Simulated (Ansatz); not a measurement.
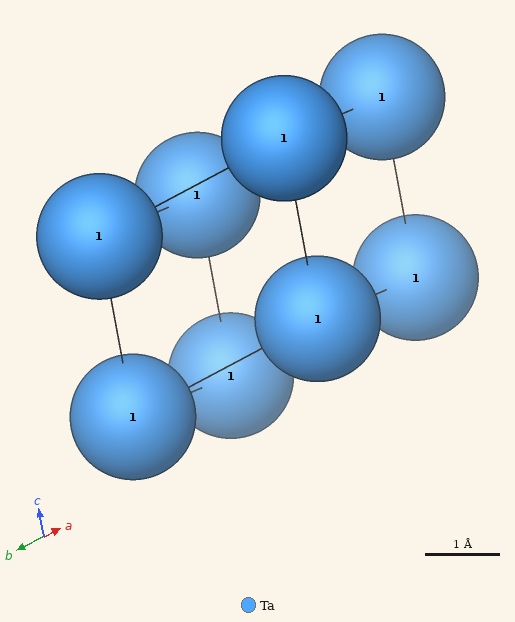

Fig. 1: The input geometry (spheres-only view of the cell of the calculation, seen at an oblique angle; atoms are numbered from 1 in the order of the input).

Field-gradient calculation of Ta

The run: field-gradient calculation of Ta (1 atom in the cell). Method and program: DFT, PBE, PAW with Ansatz's default frozen-core files, scalar-relativistic, no spin polarisation (Ansatz 0.2.0).

The structure derives from an entry of the Crystallography Open Database. It belongs to a series of runs on one base structure; here: equal xy, yz and zx shear strains of -2 %, PAW files. Figures and captions count atoms from 1; the log counts them from 0 in places.

Input file:
```yaml
crystal:
  lattice:
    - [-1.6843056, 1.65128, 1.65128]
    - [1.65128, -1.6843056, 1.65128]
    - [1.65128, 1.65128, -1.6843056]
  atoms:
    - { symbol: Ta, position: [0.0, 0.0, 0.0] }
kpoints:
  mp_grid: { grid: [17, 17, 17] }
scf:
  occupations: { method: fermi_dirac, width: 0.08 }
hamiltonian:
  xc: pbe
  pseudopotentials: { kind: paw }
output:
  forces: true
  stress: true
  eigenvalues: true
  efg: { contact_densities: true }
  write_density: true
  write_potential: true
  elf: true
  volumetric_format: npy
```

Launch command:
```bash
ansatz run input.yaml --threads 1 --pin off --max-ram 3072MiB --backend cpu --events-out ev --progress --plain --runs-dir out
```

Log:
```
Ta: output.efg is read without spin–orbit coupling, which moves field gradients at and beside such atoms by some per cent and up to a factor of two; PAW files take it under magnetization.noncollinear and magnetization.spin_orbit
Engine: ansatz 0.2.0, x86_64-unknown-linux-gnu
Pseudopotentials: kind: paw
Pseudopotential: Ta, paw, valence charge 13, recommended cutoff 420 eV (normal), Ta.paw.azcp
Functional definition: PBE
  parameter kappa = 0.804
  parameter beta = 0.06672455060314922
  exchange = pbe_x(kappa = kappa, mu = beta*pi^2/3)
  correlation = pbe_c(beta = beta)
Crystal: 1 atoms, lattice volume = 18.005 Å³
Basis set: ecut = 420 eV, 357 PW (Γ), exchange–correlation on 40×40×40 points (8 copies of the dense FFT grid, shifted against one another)
Bands: 11, of which v1, the nominal top of the filled ones, is band 7 counted from 1 (6 counted from 0)
Symmetry: 12 space group operations
Space group: R-3m (ITA 166), of the structure as read, at distance tolerance 2.6e-5 Å
k-points: 489 of 4913
Non-local potential: Ta, projectors of the file, l = 0: 3, l = 1: 2, l = 2: 2, l = 3: 1
PAW form: soft (Blöchl's): semilocal exchange-correlation on the pseudo side does not see the compensation charge
PAW one-centre angular grid: Ta, 590 points (default); XC on 64 Gauss nodes
Initial density: superposition of atomic densities (neutral atoms: chi_scale 0, normalization atom), corrected by the library's trained network
Initial wavefunctions: pseudopotential atomic-orbital guess
Functional: x = pbe(κ = 0.804, μ = 0.2195149727645171), c = pbe(β = 0.06672455060314922)
SCF iter   1: F=—  HF=-9932.257451 eV  |F-HF|=—  |Δ(HF+E_count)|=         —  Δρ=2.51e-3  dr2=4.57e-4  ethr=1.77e-3  ⟨swp⟩=5.2  Hψ=30336  notcnv=0
preconditioner: auto → none  [metal: Δε(μ)=0.008 eV  Ē_g=8.327 eV  σ=0.080 eV  W_gap=0.03  n_scr=0 (ndim 8)  ℏωp=19.6 eV  f_vac=0.000  D(μ)=1.31/eV (n_scr^D=12)]
SCF iter   2: F=—  HF=-9932.257225 eV  |F-HF|=—  |Δ(HF+E_count)|=   2.26e-4  Δρ=1.12e-3  dr2=6.89e-5  ethr=3.51e-6  ⟨swp⟩=2.5  Hψ=11957  notcnv=0
SCF iter   3: F=—  HF=-9932.257290 eV  |F-HF|=—  |Δ(HF+E_count)|=   6.51e-5  Δρ=2.35e-4  dr2=2.65e-6  ethr=5.30e-7  ⟨swp⟩=1.6  Hψ=6165  notcnv=0
iter 4 did not close the SCF: its close was put off for the readings that it lacked (scf_convergence_deferred on its scf_iter line)
SCF iter   4: F=-9932.257293 eV  HF=-9932.257293 eV  |F-HF|=9.62e-9  |Δ(HF+E_count)|=   3.09e-6  Δρ=1.66e-5  dr2=2.55e-8  ethr=2.04e-8  ⟨swp⟩=2.1  Hψ=7695  notcnv=0
iter 5 did not close the SCF: its close was put off for the readings that it lacked (scf_convergence_deferred on its scf_iter line)
SCF iter   5: F=-9932.257293 eV  HF=-9932.257293 eV  |F-HF|=1.09e-10  |Δ(HF+E_count)|=   2.00e-9  Δρ=3.72e-6  dr2=6.51e-10  ethr=1.96e-10  ⟨swp⟩=2.2  Hψ=7984  notcnv=0
SCF iter   6: F=-9932.257293 eV  HF=-9932.257293 eV  |F-HF|=5.46e-12  |Δ(HF+E_count)|=  3.27e-11  Δρ=8.67e-7  dr2=2.54e-11  ethr=5.01e-12  ⟨swp⟩=4.1  Hψ=25050  notcnv=0
SCF 1 converged in 6 iterations: F = -9932.257293 eV  dr2 = 2.54e-11
  greatest PAW one-centre occupation: 0.999 electrons in one spin orbital (limit 2), on the Ta atom at site 0 (counted from 0), in its partial waves of l = 0
SCF converged after 6 iterations
Free energy (F): -9932.257293 eV
Harris-Foulkes:  -9932.257293 eV  (|F-HF|=5.46e-12)
Internal energy: -9932.229446 eV  (E = F + TS)
E sigma→0 (E₀):  -9932.243370 eV
Entropy (-TS):   -0.027847 eV (-27.847 meV/atom)
Fermi energy:    18.652449 eV
--- Per-component energies (eV) ---
  E_band       = -103.176750
  E_kinetic    = 366.241951
  E_local      = -547.633087  (includes V_loc(G=0)·N_el)
  E_nonlocal   = 14.931623
  E_hartree    = 190.268188
  E_xc         = -218.556163
  E_vxc        = -204.178415  (∫ρ·V_xc dr)
  E_paw        = -8396.707455  (= ΣΔE_a)
  E_vpaw       = -113.075371  (= ΣTr[D̂ρ^β])
  E_aug_tail   = 0.000141  (compensation charges beyond the density's cutoff)
  E_ewald      = -1340.774644
  E_smearing   = -0.027847  (= −TS)
  E_closure    = 0.000000  (closes the sum)
  Σ components = -9932.257293   (vs F -9932.257293, Δ=0.00e0)
--- Forces (eV/Å), atoms counted from 1 ---
  atom   1  Ta     0.00000000     0.00000000    -0.00000000
  max |Σ_I F_I| component: 1.64e-32 eV/Å
--- Stress (GPa, compression-positive) ---
        3.301085       1.524892       1.524892
        1.524892       3.301085       1.524892
        1.524892       1.524892       3.301085
  P = ⅓ Tr σ = 3.3011 GPa (33.011 kbar)
--- PAW observables at the nuclei: V_zz in 10²¹ V/m², potentials from the cell's mean, atoms counted from 1 ---
  atom   1  Ta V_zz =    +2.743311   η = 0.0000   by run symmetry: allowed
            electrostatic potential = -14501.683307 V   contact ρ = 8154558.674251 e/Å³
--- Band table (eV; the first three rows and the last of 489) ---
  k-point 0: bands = ["-48.4208", "-14.4014", "-14.4014", "-14.3020", "10.7497", "19.0599", "19.5266", "19.5266", "22.6906", "22.6906", "32.9177"]
  k-point 1: bands = ["-48.4166", "-14.4247", "-14.4013", "-14.3386", "10.9076", "19.1529", "19.4213", "19.5822", "22.4889", "22.6783", "33.0980"]
  k-point 2: bands = ["-48.4045", "-14.5199", "-14.4135", "-14.4010", "11.3629", "19.1337", "19.2257", "19.9032", "22.0734", "22.6569", "33.5391"]
  k-point 488: bands = ["-48.2179", "-15.2577", "-15.1561", "-15.1511", "14.8833", "14.9018", "24.7788", "24.9814", "25.5453", "27.0024", "27.7397"]
```

File rho_z.tsv:
```
# z_ang	rho[e/angstrom^3]
# format = ansatz-planar-average/11
# lattice	-1.684305600	1.651280000	1.651280000
# lattice	1.651280000	-1.684305600	1.651280000
# lattice	1.651280000	1.651280000	-1.684305600
# sites	1
# site	73	0.000000000	0.000000000	0.000000000
0.000000	1.219112e0
0.143965	1.202366e0
0.287929	1.144478e0
0.431894	1.033312e0
0.575859	8.728856e-1
0.719824	6.903791e-1
0.863788	5.225408e-1
1.007753	3.969479e-1
1.151718	3.217074e-1
1.295683	2.871216e-1
1.439647	2.779180e-1
1.583612	2.871216e-1
1.727577	3.217074e-1
1.871541	3.969479e-1
2.015506	5.225408e-1
2.159471	6.903791e-1
2.303436	8.728856e-1
2.447400	1.033312e0
2.591365	1.144478e0
2.735330	1.202366e0
```

File v_z.tsv:
```
# z_ang	v_es[eV]	v_tot[eV]
# format = ansatz-planar-average/11
# xc	pbe
# density_cutoff_ev	1680
# datasets	Ta=:simpson_from_first_knot:soft
# lattice	-1.684305600	1.651280000	1.651280000
# lattice	1.651280000	-1.684305600	1.651280000
# lattice	1.651280000	1.651280000	-1.684305600
# sites	1
# site	73	0.000000000	0.000000000	0.000000000
0.000000	-6.879958e-1	-1.589043e1
0.143965	-1.604146e-1	-1.526080e1
0.287929	1.341151e0	-1.344820e1
0.431894	3.588918e0	-1.068462e1
0.575859	6.259864e0	-7.325006e0
0.719824	9.016556e0	-3.772392e0
0.863788	1.159092e1	-4.012913e-1
1.007753	1.381550e1	2.499903e0
1.151718	1.557190e1	4.726617e0
1.295683	1.671556e1	6.117518e0
1.439647	1.711232e1	6.585170e0
1.583612	1.671556e1	6.117518e0
1.727577	1.557190e1	4.726617e0
1.871541	1.381550e1	2.499903e0
2.015506	1.159092e1	-4.012913e-1
2.159471	9.016556e0	-3.772392e0
2.303436	6.259864e0	-7.325006e0
2.447400	3.588918e0	-1.068462e1
2.591365	1.341151e0	-1.344820e1
2.735330	-1.604146e-1	-1.526080e1
```

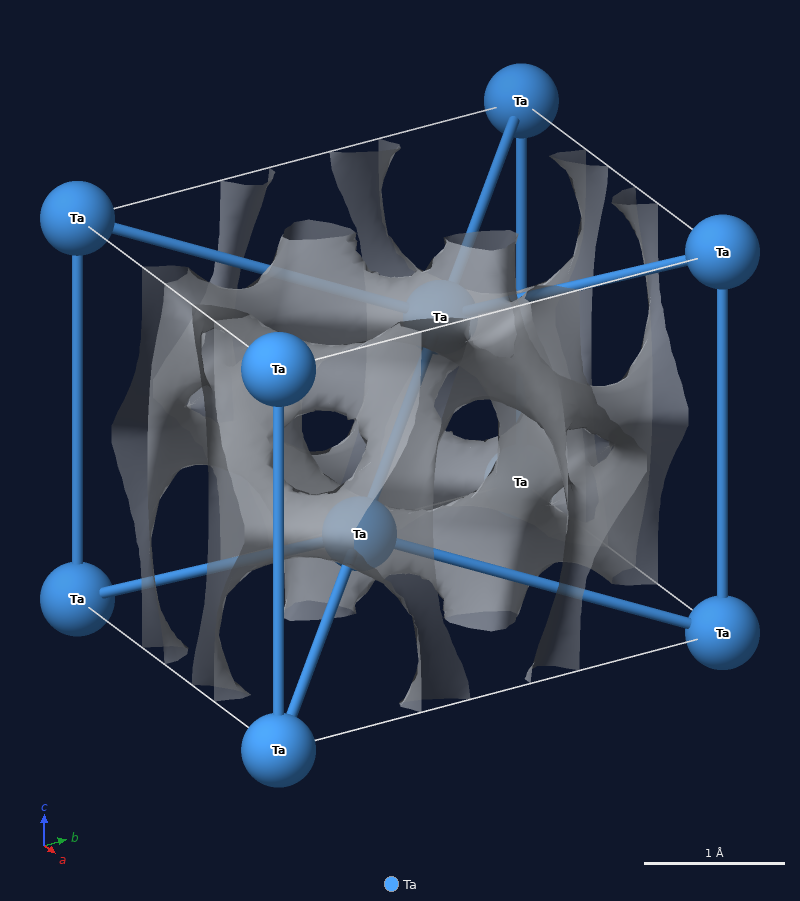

Fig. 2: Isosurface of the electron localisation function at 0.45 (grey), seen slightly off an axis. Only the valence region is drawn (cores and ρ < 0.01 e/Å³ removed). Sticks mark near contacts. The outline is the cell set on symmetry axes. The ELF exceeds this value in one network that runs through the whole crystal, counted in one cell of 3 atoms. Profiles from the grid: Ta–Ta (2.80 Å): the ELF is about 0.30 at the midpoint (no localised pair between them). Ta–Ta (2.88 Å): the ELF is about 0.30 at the midpoint; no shared electron pair. Core electrons are frozen (PAW), so the fields are smoothed inside the atomic spheres.

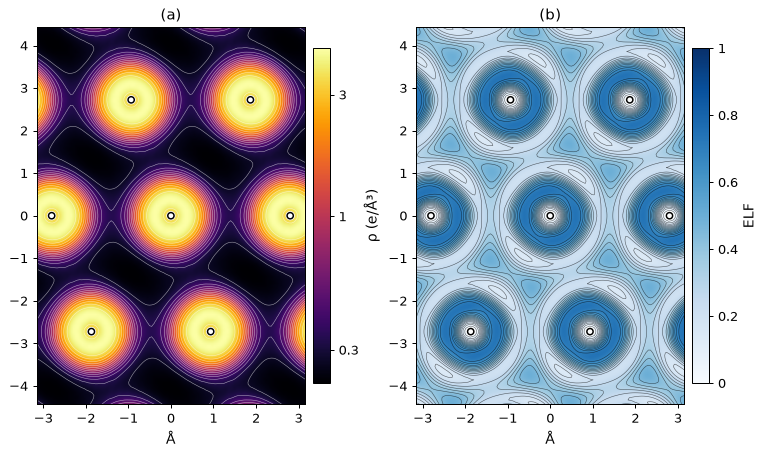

Fig. 3: (a) valence pseudo-density; (b) ELF on the (110) plane of the conventional cell. Circles mark the nuclei in the plane (Ta). Atoms in the plane: Ta. Ta–Ta (2.80 Å): ρ at the midpoint is about 0.34 e/Å³; the ELF is about 0.30 at the midpoint (no localised pair between them). Ta–Ta (2.88 Å): the density is about 0.3 e/Å³ at the midpoint; the ELF is about 0.30 at the midpoint; no shared electron pair. Away from the nuclei the density in this plane falls to 0.22 e/Å³ at its lowest. The strong features right at Ta lie inside the PAW spheres (semicore, d or f shells) and say nothing about bonding.

Results in brief:

```tsv
quantity	value
outcome	converged
space group (tolerance 0.01 Å)	R-3m (166)
electrons treated	13
free energy	−9932.2573 eV
Fermi energy	18.652 eV
pressure	3.30 GPa
field gradient V_zz (10²¹ V/m²)	Ta 2.74
largest force (length of the vector)	under 0.001 eV/Å
hardware	1 thread of Intel Xeon (Sapphire Rapids), 64 GiB of memory available, shared host
wall time	9.8 s (CPU time 6.4 s; the host was busy)
peak memory	0.48 GiB
```

The program warns: the field gradients leave out spin–orbit coupling. Spin–orbit coupling is left out, which matters for Ta.
